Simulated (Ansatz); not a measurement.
## Zn$_{12}$HO$_{12}$: geometry relaxation (part 4 of 4)

The same run, continued: Zn$_{12}$HO$_{12}$ (slab, 25 atoms in the cell); DFT PBE+D3(BJ), scalar-relativistic, plane waves, PAW, spin-polarised (Ansatz 0.2.0); cutoff 420 eV, 4×5×1 k-mesh, Gaussian smearing of 0.05 eV, collinear spins. The structure derives from an entry of the Crystallography Open Database. The input holds or restrains some coordinates.

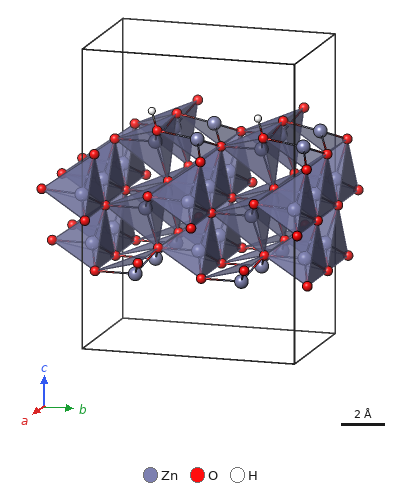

Figure 1. The geometry at step 6 of the log (polyhedral view of the 1 × 2 repeat of the cell, with the vacuum cut short, seen slightly off an axis; polyhedra are completed across the faces of the cell).

## Notes

Warnings of the run: some starting moments were not kept; the exchange-correlation potential is rough where the density is thin.
